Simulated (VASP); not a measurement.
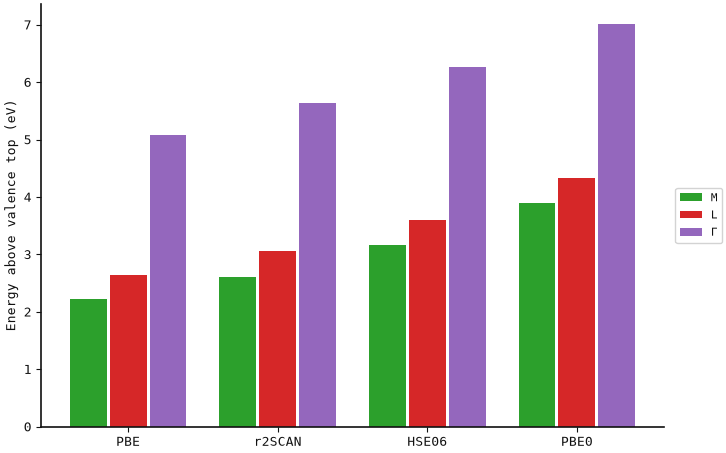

Lowest conduction level at each named k point, counted from the valence-band top at Γ, by several methods on one cell of SiC, space group P6_3mc (No. 186), 8 atoms in the cell; a = 3.081 Å, c = 10.085 Å (hexagonal axes). All runs are without spin-orbit coupling and carry no moments.

Does HSE06 shift these levels rigidly from PBE?

Answer. The shifts are +0.93 eV at M, +0.96 eV at L and +1.20 eV at Γ, and at points that aren't plotted +1.03 eV (K), +1.21 eV (A) and +1.00 eV (H): over the named points that both runs hold, a spread of 0.27 eV on a mean of 1.06 eV, so one shift describes them only roughly.

How do the methods rank at M?

Answer. From low to high: PBE 2.23, r2SCAN 2.61, HSE06 3.16, PBE0 3.89 eV.

Do the methods agree on which of these conduction levels is lowest?

Answer. Yes: all put it at M.

```
method  program  M (eV)  L (eV)  Γ (eV)
   PBE     VASP    2.23    2.64    5.07
r2SCAN     VASP    2.61    3.05    5.63
 HSE06     VASP    3.16    3.60    6.27
  PBE0     VASP    3.89    4.33    7.01
```

Settings. PBE: VASP PAW PBE potentials, release 64 (Si, C), 12×12×4 k mesh, 520 eV cutoff, Gaussian smearing of 0.02 eV (VASP 6.6.1). r2SCAN: VASP PAW PBE potentials, release 64 (Si, C), 12×12×4 k mesh, 520 eV cutoff, Gaussian smearing of 0.02 eV (VASP 6.6.1). HSE06: VASP PAW PBE potentials, release 64 (Si, C), 6×6×2 k mesh, 520 eV cutoff, Gaussian smearing of 0.02 eV (VASP). PBE0: VASP PAW PBE potentials, release 64 (Si, C), 6×6×2 k mesh, 520 eV cutoff, Gaussian smearing of 0.02 eV (VASP 6.6.1).

The cell was derived from a database entry in an earlier step, so it needn't be the measured one. r2SCAN, HSE06 and PBE0: the PAW data sets were made with another functional. LDA, GGA and most meta-GGA functionals understate gaps. HSE06 and PBE0: the k mesh is thin for exact exchange.
